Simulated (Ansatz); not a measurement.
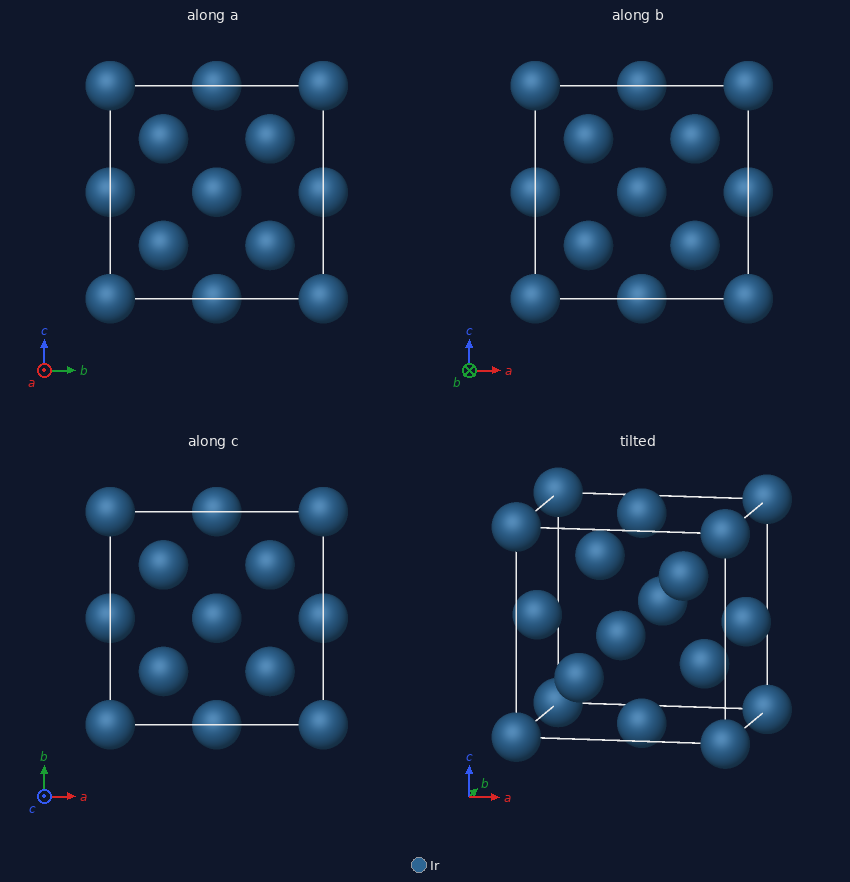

Structure drawing (spheres-only), viewed along the a axis, along the b axis, along the c axis and slightly off an axis. Lines trace the edges of the conventional unit cell.

Lattice parameters: a = 5.6421 Å, b = 5.6421 Å, c = 5.6421 Å, α = 90.000°, β = 90.000°, γ = 90.000°.

Q: Write down what is shown as a CIF with its space group and independent sites.

A:
```cif
data_structure
_symmetry_space_group_name_H-M 'F d -3 m :1'
_symmetry_Int_Tables_number 227
_cell_length_a 5.6421
_cell_length_b 5.6421
_cell_length_c 5.6421
_cell_angle_alpha 90.000
_cell_angle_beta 90.000
_cell_angle_gamma 90.000
_cell_volume 179.61
loop_
_atom_site_label
_atom_site_type_symbol
_atom_site_symmetry_multiplicity
_atom_site_Wyckoff_symbol
_atom_site_fract_x
_atom_site_fract_y
_atom_site_fract_z
_atom_site_occupancy
Ir1 Ir 8 a 0.2500 0.7500 0.7500 1
```

It goes back to a structure type filled with this element by a generator (whether the element takes this form wasn't checked). Earlier steps of the study may have refined or changed the cell and positions. It went into a calculation with Ansatz.

At this level of theory the cell isn't at rest (stretched, at -7 GPa), so its distances can differ from those at equilibrium, the more so the softer the solid.
